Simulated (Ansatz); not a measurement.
```
CELL_PARAMETERS angstrom
2.72165 2.72165 0.00000
2.72165 -2.72165 0.00000
0.00000 0.00000 -5.44331
ATOMIC_POSITIONS crystal
Si 0.50000 0.00000 0.75000
Si 0.00000 0.50000 0.25000
Si 0.00000 0.50000 0.75000
Si 0.50000 0.00000 0.25000
Ni 0.00000 0.00000 0.99081
Ni 0.50000 0.50000 0.49081
```

Space group I4mm; started from the Si2Ni prototype; changed on purpose from its base cell (atom 3 (Ni) moved 0.05 A along z); not relaxed (largest force 0.5 eV/Å); the program warned that a starting moment wasn't kept; spin-polarised, but the moments vanished.

Theory: DFT PBE, scalar-relativistic, plane waves, PAW in Ansatz.

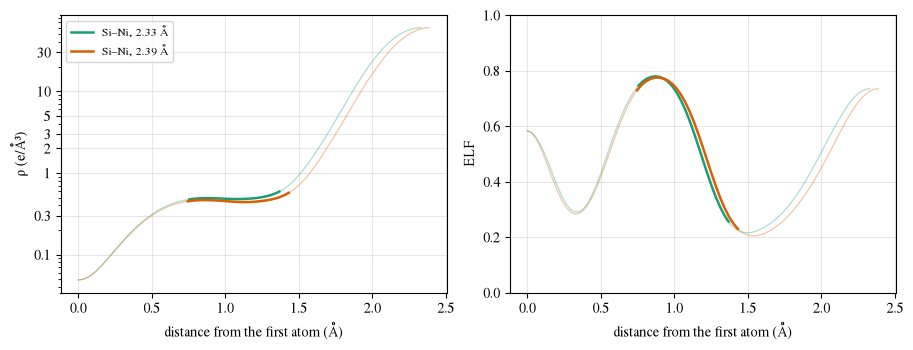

Si$_{2}$Ni. Valence pseudo-density and ELF along straight lines between neighbouring atoms. Thin, pale parts lie inside the atomic spheres.

Core electrons are frozen (PAW), and the valence fields are smoothed inside the atomic spheres.

**Compare the contacts.**

Si–Ni (2.33 Å): ρ is about 0.48 e/Å³ halfway; the ELF peaks at about 0.80 in the valence shell of Si, 0.9 Å from its nucleus, and is about 0.55 at the midpoint.
Si–Ni (2.39 Å): ρ at the midpoint is about 0.44 e/Å³; the ELF peaks at about 0.80 in the valence shell of Si, 0.9 Å from its nucleus, and is about 0.50 at the midpoint.
